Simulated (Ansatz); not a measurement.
```xyz
9
Lattice="4.7800 0.0000 0.0000 -2.3900 4.1396 0.0000 0.0000 0.0000 6.5640" Properties=species:S:1:pos:R:3 pbc="T T T"
Ta   -1.1950    2.0698    1.0940
Ta    1.1950    2.0698    5.4700
Ta    2.3900    0.0000    3.2820
Si    1.1949    0.6899    1.0940
Si   -1.1951    3.4497    5.4700
Si    2.3900    2.7599    3.2820
Si    1.1951    3.4497    1.0940
Si    3.5851    0.6899    5.4700
Si    0.0000    1.3797    3.2820
```

Space group P6₂22; not relaxed (largest force 0.7 eV/Å); computed pressure about −5 GPa in this cell.

Computed with Kohn-Sham DFT of a periodic cell, LDA, Ansatz PAW (Ansatz).

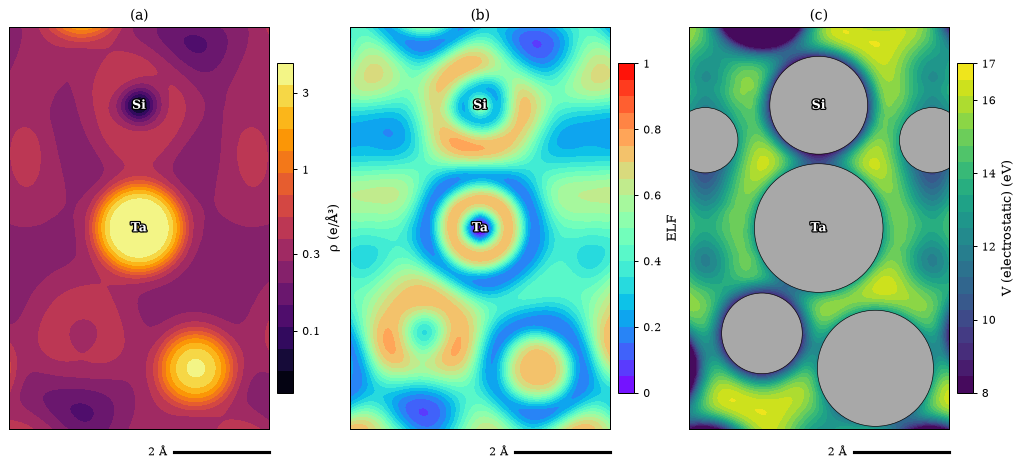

TaSi₂. (a) valence electron density; (b) electron localisation function; (c) electrostatic potential energy of an electron on the (101) plane of the conventional cell. Grey discs cover the atomic cores in the potential map.

Core electrons are frozen (PAW), and the valence fields are smoothed inside the atomic spheres.

### What does the map show?

- Atoms in the plane: Ta and Si.
- Atoms just off the plane (Ta, 0.6 Å away and Si, 0.6 Å away) can leave unmarked features too.
- Ta–Si (2.59 Å): the density is about 0.4 e/Å³ at the midpoint; the ELF peaks at about 0.75 in the valence shell of Si, 0.9 Å from its nucleus, and is about 0.40 at the midpoint.
- Between the atoms the lowest density in this plane is 0.14 e/Å³.
- The features right at Ta lie inside the PAW spheres, where the map follows smoothed inner orbitals and isn't to be read closely.
- Outside the cores the potential energy rises away from the atoms and is highest about 1.6 Å from the nearest atoms; its zero is arbitrary.

### Does the calculation give a band gap?

It is metallic or semimetallic at this level of theory: no gap opens.
